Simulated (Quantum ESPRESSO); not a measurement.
## Sb: 7 runs along one coordinate

System: Sb (I4/mmm, 1 atom in the cell).
Method: Kohn-Sham DFT of a periodic cell, PBE, SSSP 1.3 efficiency PBE, no spin polarisation (Quantum ESPRESSO 7.5).

The 7 runs differ only in the geometry, by an even scaling of the cell at fixed fractional positions. The structure derives from a Materials Project entry.

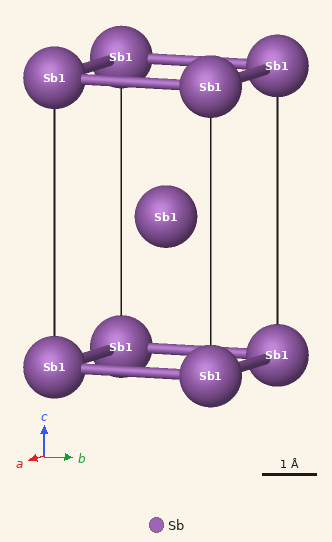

Figure 1. The structure of run 4 (ball-and-stick view of the cell 2 times as large as that of the calculation, set on its symmetry axes, seen slightly off an axis; atoms are numbered from 1 in the order of the input).

**Input of run 4**
```
&CONTROL
  calculation = 'scf'
  prefix = 'pwscf'
  outdir = './tmp'
  pseudo_dir = './pseudo'
  tprnfor = .true.
  tstress = .true.
  disk_io = 'low'
/
&SYSTEM
  ibrav = 0
  nat = 1
  ntyp = 1
  ecutwfc = 55
  ecutrho = 440
  nbnd = 13
  occupations = 'smearing'
  smearing = 'fd'
  degauss = 0.00367493
/
&ELECTRONS
  conv_thr = 2d-10
  electron_maxstep = 120
  mixing_beta = 0.5
/
ATOMIC_SPECIES
Sb   121.7600 sb_pbe_v1.4.uspp.F.UPF
CELL_PARAMETERS angstrom
  -1.5765401831    1.5765401831    2.7119384313
   1.5765401831   -1.5765401831    2.7119384313
   1.5765401831    1.5765401831   -2.7119384313
ATOMIC_POSITIONS crystal
Sb     0.0000000000    0.0000000000    0.0000000000
K_POINTS automatic
12 12 12 0 0 0
```

**File pp_density.in of run 4**
```
&INPUTPP
  prefix = 'pwscf'
  outdir = './tmp'
  filplot = 'density.dat'
  plot_num = 0
/
&PLOT
  nfile = 1
  filepp(1) = 'density.dat'
  iflag = 3
  output_format = 6
  fileout = 'density.cube'
/
```

**File pp_potential.in of run 4**
```
&INPUTPP
  prefix = 'pwscf'
  outdir = './tmp'
  filplot = 'potential.dat'
  plot_num = 11
/
&PLOT
  nfile = 1
  filepp(1) = 'potential.dat'
  iflag = 3
  output_format = 6
  fileout = 'potential.cube'
/
```

Command:
```bash
OMP_NUM_THREADS=1 pw.x -in pw.in > pw.out
OMP_NUM_THREADS=1 pp.x -in pp_density.in > pp_density.out
OMP_NUM_THREADS=1 pp.x -in pp_potential.in > pp_potential.out
```

Lattice vectors (Å) and fractional positions of run 4:
```
  -1.576540    1.576540    2.711938
   1.576540   -1.576540    2.711938
   1.576540    1.576540   -2.711938
Sb  0.000000  0.000000  0.000000
```

Run 2 has the same physical settings and fractional positions; its lattice vectors (Å) are:
```
  -1.555233    1.555233    2.675286
   1.555233   -1.555233    2.675286
   1.555233    1.555233   -2.675286
```

**Results, with one run withheld**

| run | volume per atom (Å³) | free energy per atom, from the lowest run given (meV) | pressure (GPa) |
| --- | --- | --- | --- |
| 1 | 25.344 | 46.40 | 6.70 |
| 2 | 25.883 | ? | ? |
| 3 | 26.423 | 13.03 | 3.32 |
| 4 | 26.962 | 4.28 | 1.89 |
| 5 | 27.501 | 0.10 | 0.60 |
| 6 | 28.040 | 0.00 | −0.55 |
| 7 | 28.580 | 3.57 | −1.58 |

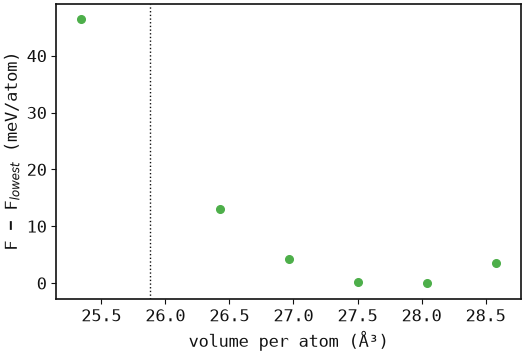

Figure 2. Free energy per atom of the runs given; the dotted line marks run 2.

Fit the runs given and predict run 2.

A cubic polynomial in V^(−2/3) (the Birch–Murnaghan form), fitted to the 6 runs given, misses them by under 0.01 meV per atom. With x = V^(−2/3) − 0.11082 Å⁻², it reads F = 2.7364 + 3525.2 x + 9.8431e+05 x² + 2.708e+06 x³ (meV per atom). At run 2 it gives 26.88 meV per atom, and the run itself gives 26.87. The slope of the fit gives a pressure −dF/dV of 4.93 GPa there, and the run prints 4.91 GPa. The fit has its minimum at 27.782 Å³ per atom, where V d²F/dV² gives 59.1 GPa. Cell shape and fractional positions are held, so this is the stiffness under even scaling; the relaxed bulk modulus wasn't computed.

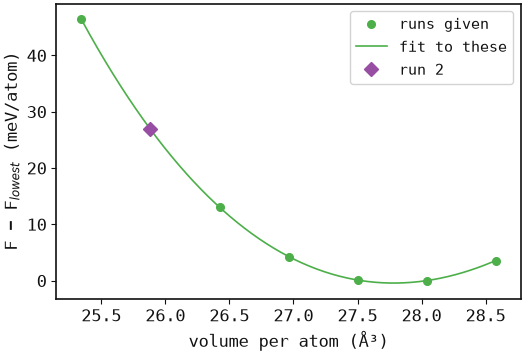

Figure 3. The fit and the withheld run.

**Some lines of the output (run 2)**
```
[...]
     unit-cell volume          =     174.6698 (a.u.)^3
     number of k points=   163  Fermi-Dirac smearing, width (Ry)=  0.0037
     total energy              =    -184.73535993 Ry
     total energy              =    -184.92726677 Ry
     total energy              =    -184.92819065 Ry
     total energy              =    -184.92828690 Ry
     total energy              =    -184.92829089 Ry
     total energy              =    -184.92829097 Ry
     total energy              =    -184.92829098 Ry
     the Fermi energy is    12.5174 ev
!    total energy              =    -184.92829098 Ry
     The total energy is F=E-TS. E is the sum of the following terms:
     Computing stress (Cartesian axis) and pressure
          total   stress  (Ry/bohr**3)                   (kbar)     P=       49.15
```
